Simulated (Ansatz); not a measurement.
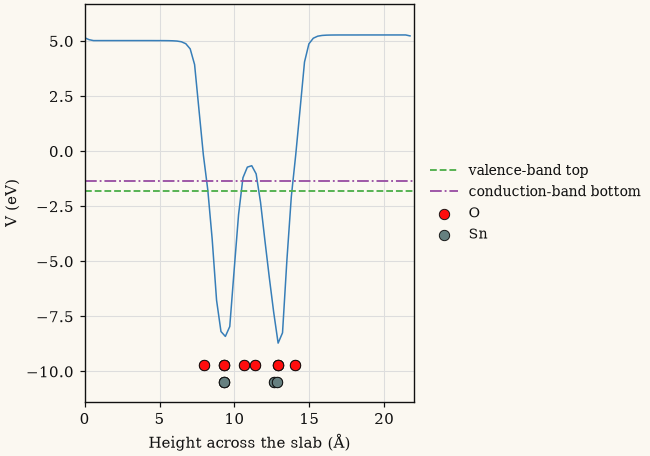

Describe the figure.

Plane-averaged electrostatic potential energy of an electron across the slab; circles at the bottom mark the heights of the atoms (positions after relaxation). System: a (110) slab cut from SnO2 (P4_2/mnm), ended by O planes, 24 atoms in the cell. Level of theory: DFT PBE+D3(BJ), scalar-relativistic, plane waves, PAW, no spin polarisation, 3×2×1 k mesh; code Ansatz 0.2.0.

From the vacuum level at the right face the ionisation potential is 7.11 eV and the electron affinity 6.62 eV; at the left face they are 6.85 and 6.37 eV. The slab's gap, their difference before rounding, is 0.48 eV. The vacuum levels differ by 0.26 eV, so the slab carries a dipole along its normal. Some atoms were held fixed in the relaxation, which can itself make the faces differ. The outermost atoms are 6.0 Å apart, which leaves 16.0 Å of vacuum in a cell 22.0 Å high.
